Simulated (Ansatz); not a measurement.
System: Ge.

The calculation's input:

```
crystal:
  lattice:
    - [0.0, 3.8113982649, 5.9571563072]
    - [1.955207046, 0.0, 5.9571563072]
    - [1.955207046, 3.8113982649, 0.0]
  atoms:
    - { symbol: Ge, position: [0.815979765, 0.815979765, 0.184020235] }
    - { symbol: Ge, position: [0.065979765, 0.065979765, 0.434020235] }
    - { symbol: Ge, position: [0.184020235, 0.184020235, 0.815979765] }
    - { symbol: Ge, position: [0.434020235, 0.434020235, 0.065979765] }
basis:
  ecutwfc: 420
kpoints:
  mp_grid: { grid: [14, 14, 14] }
hamiltonian:
  xc: pbe
scf:
  occupations: { method: gaussian, width: 0.1 }
output:
  forces: true
  stress: true
  eigenvalues: true
  write_density: true
  write_potential: true
  elf: true
  volumetric_format: npy
relax:
  adjacent_minimum: "off"
  f_tol: 0.01
  max_steps: 80
  cell: { stress_tol: 0.05 }
```

Launched as:

```sh
ansatz run input.yaml --threads 1 --pin off --max-ram 2560MiB --backend cpu --events-out ev --progress --plain --runs-dir out
```

Below, planes, directions and counts refer to the conventional cell (a = 3.91 Å, b = 7.61 Å, c = 11.93 Å, α = 90.00°, β = 90.00°, γ = 90.00°).

The fields are those of the relaxed geometry.

Space group Fddd; a structure generated by program, which may or may not match a known phase.

Method: DFT PBE, scalar-relativistic, plane waves, PAW in Ansatz 0.2.0.

**What can the converged valence pseudo-density and electron localisation function tell about the bonding?**

Ge–Ge (2.51 Å): ρ is about 0.45 e/Å³ halfway; the ELF peaks at about 0.75 between the atoms.

**Does the calculation give a band gap?**

It is metallic or semimetallic at this level of theory: no gap opens.

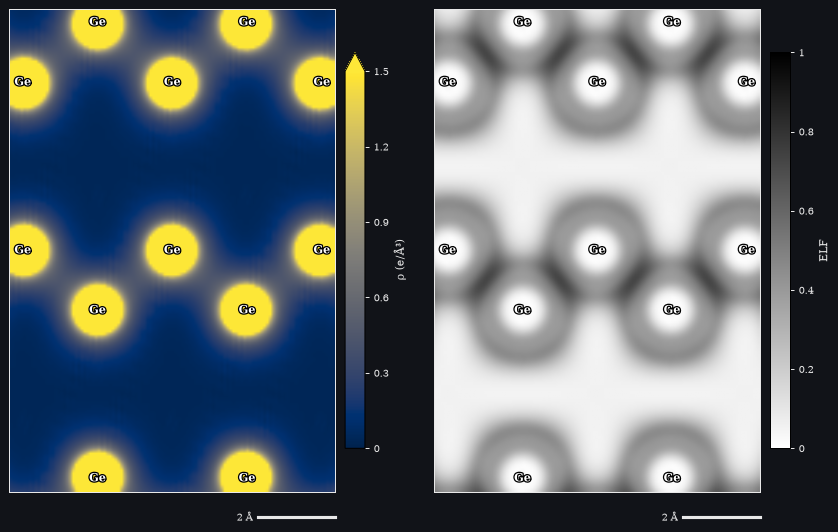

Computed valence pseudo-density and electron localisation function on the (010) plane of the conventional cell, in this order. 

In a PAW calculation such maps are meaningful between the atoms, not at the nuclei.
